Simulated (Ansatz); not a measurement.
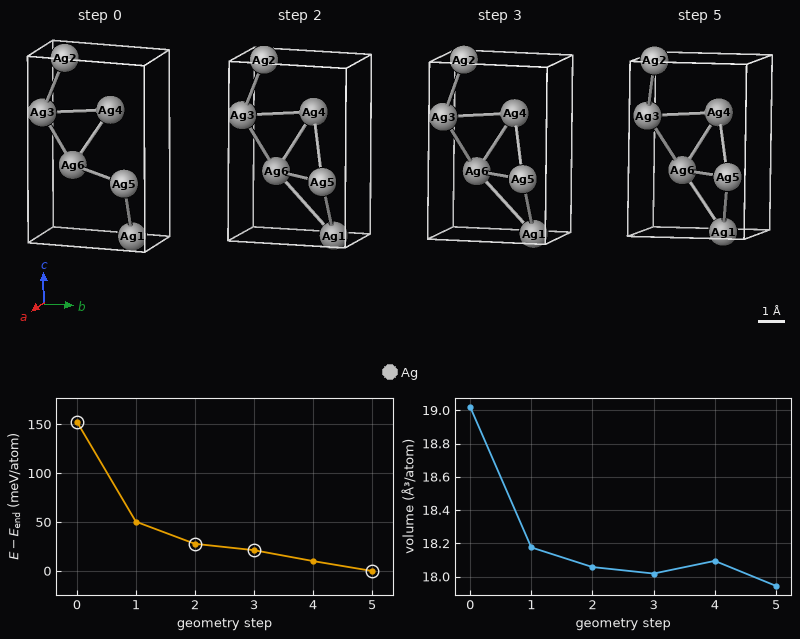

Frames of a relaxation of crystalline Ag (a generated structure, set up in P1) (coarse preliminary run), marked on the history of the run. The picture is a ball-and-stick view of the cell of the calculation, seen slightly off an axis.

Computed with DFT PBE, scalar-relativistic, plane waves, PAW (Ansatz). Set-up: plane-wave cutoff 420 eV; k-point mesh 8 × 4 × 4; occupations gaussian; smearing width 0.2 eV; no spin polarisation; cell and atoms relaxed; force threshold 0.025 eV/Å; at most 60 steps.

Question: What happens along the run?

Answer: The run was cut off at its time limit before the relaxation converged, so the last structure is only a point on the way. After 5 geometry steps the energy has fallen by 153 meV per atom. The largest force component goes from 2.1 to 0.24 eV/Å. The pressure goes from 0.50 to 0.02 GPa. The largest move relative to the cell is that of Ag2, 0.55 Å roughly along [3 −3 1]. The volume changes by −5.7 %, with a 2.989 → 2.992 Å (+0.1 %), b 4.995 → 4.979 Å (−0.3 %), c 7.650 → 7.397 Å (−3.3 %), α 89.6° → 83.7°, β 89.5° → 79.4°, γ 88.2° → 88.9°. Among the contacts that change: Ag1–Ag6 3.714 → 2.959 Å, Ag2–Ag5 3.637 → 2.955 Å, Ag1–Ag4 3.673 → 3.049 Å, Ag2–Ag3 3.571 → 3.040 Å. The space group stays P1 (No. 1). Cost: 9.3 min on 1 thread of Arm Neoverse N1 (shared host), peak memory 0.63 GiB. From step 0 to 2: Ag6 moves most (0.34 Å), volume −5.1 %, energy −125 meV per atom. From step 2 to 3: Ag6 moves most (0.20 Å), volume −0.2 %, energy −6.5 meV per atom. From step 3 to 5: Ag atoms move most (0.39 Å), volume −0.4 %, energy −21.3 meV per atom.

```csv
step,"E − E(0), meV/atom","largest force component, eV/Å","pressure, GPa","volume, Å³/atom"
0,0.00,2.1367,0.50,19.021
1,-102.38,0.5528,0.54,18.176
2,-125.06,0.1423,0.37,18.057
3,-131.57,0.2732,0.37,18.018
4,-142.70,0.1717,-0.35,18.094
5,-152.84,0.2421,0.02,17.944
```
